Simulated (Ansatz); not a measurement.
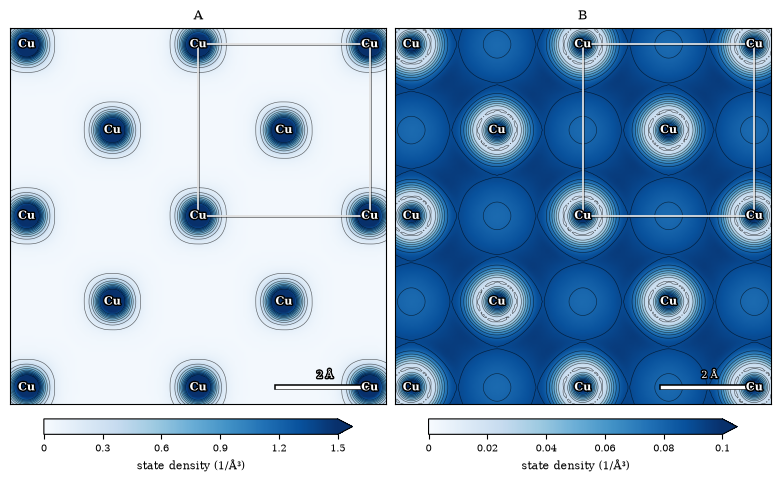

Cu: densities of the states in two energy windows, on the (010) plane of the conventional cell.

Space group Fm-3m.

Theory: DFT PBE, scalar-relativistic, plane waves, PAW in Ansatz 0.2.0.

Core electrons are frozen (PAW), so the fields are smoothed inside the atomic spheres.

Match the panels to the energy ranges (zero at the Fermi level): −9.4 to −6.2 eV and −6.2 to −3.1 eV.

Answer. Panel A: −6.2 to −3.1 eV, the middle third of the occupied valence band, mainly Cu 3d (90 %) and Cu 4s (10 %).
Panel B: −9.4 to −6.2 eV, the lower third of the occupied valence band, mainly Cu 4s (95 %).
The characters are Löwdin shares on a minimal set of atomic orbitals.

Cost of the run: 1.1 s on 2 threads of AMD EPYC 7R43 64-Core Processor (Zen 3), on a shared host, peak memory 0.34 GiB.
